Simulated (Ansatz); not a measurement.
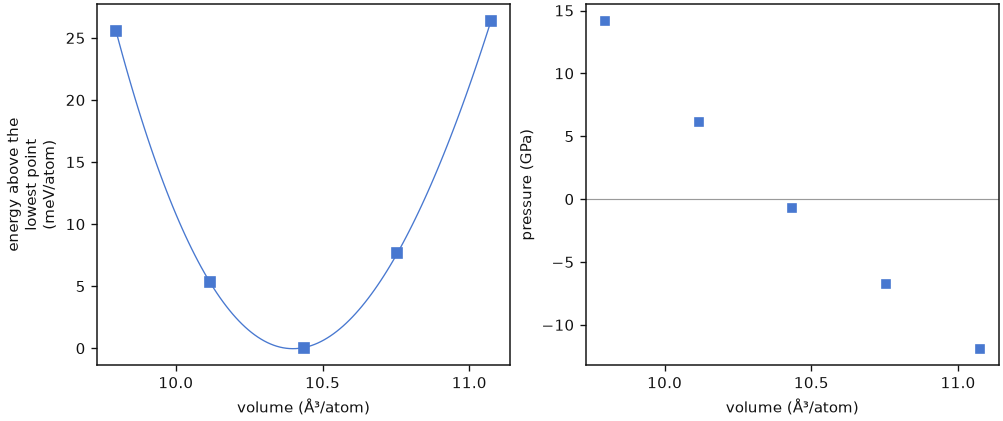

Plotted: energy above the lowest point and pressure against volume for AlN, space group F-43m (No. 216) (one of a set of cubic test structures, which need not be the stable phase).

How it was computed, with Ansatz 0.2.0 development build: equation of state of a cubic crystal from periodic Kohn-Sham density functional theory without spin, third-order Birch-Murnaghan fit to the free energies; pressure corrected for the finite basis. Level: HSE06.

structure type zinc blende; atoms in cell 2; space group number 216; lattice centring face-centred primitive; k mesh 4×4×4; occupation method Fermi–Dirac; occupation width 0.05 eV; wave cutoff 420 eV; datasets soft-1 PAW; density tolerance 0 eV; bands 8; density cutoff ratio 4; search for lower states default; exchange singularity regularized.

Give the fitted equation-of-state parameters.

Answer. A third-order Birch–Murnaghan fit gives V0 = 10.40 Å³/atom, B0 = 213 GPa and B′ = 3.8.

How does the pressure vary with volume?

Answer. It falls from 14.2 GPa at volume 9.80 Å³/atom to −11.9 GPa at 11.07 Å³/atom, and changes sign near 10.40 Å³/atom.

Keep in mind: cubic model structure, not the ambient form; modest k-mesh, values are not fully converged in k.

The computed values:

```tsv
volume (Å³/atom)	energy above the lowest point (meV/atom)	pressure (GPa)
9.80	25.5	14.2
10.12	5.4	6.2
10.44	0.0	-0.7
10.75	7.7	-6.7
11.07	26.4	-11.9
```
